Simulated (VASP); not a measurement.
Consider I.

```yaml
crystal:
  lattice:
    - [5.07669, 0.00000, 0.00000]
    - [0.00000, 7.41325, 0.00000]
    - [-1.62087, 0.00000, 2.38110]
  atoms:
    - { symbol: I, position: [0.00000, 0.50000, 0.50000] }
    - { symbol: I, position: [0.50000, 0.00000, 0.50000] }
```

Space group C2/m; a structure from a database of computed crystals, not necessarily the ambient phase; computed pressure about 2 GPa in this cell.

All numbers below come from Kohn-Sham DFT of a periodic cell, RPBE, VASP PAW PBE potentials, recommended in VASP 6.6.1.

Predict the valence pseudo-density and electron localisation function between the atoms.

Answer. I–I (2.88 Å): ρ is about 0.34 e/Å³ halfway; the ELF is about 0.50 at the midpoint.

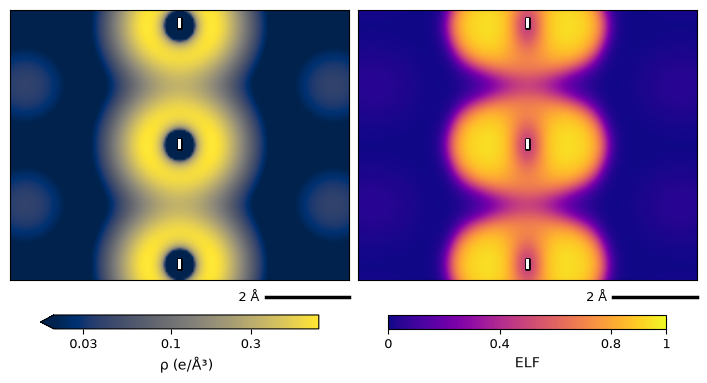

Computed valence pseudo-density and electron localisation function on the (100) plane of the conventional cell, in this order. 

The density is the valence pseudo-density of a PAW calculation; it isn't the true density close to the nuclei.
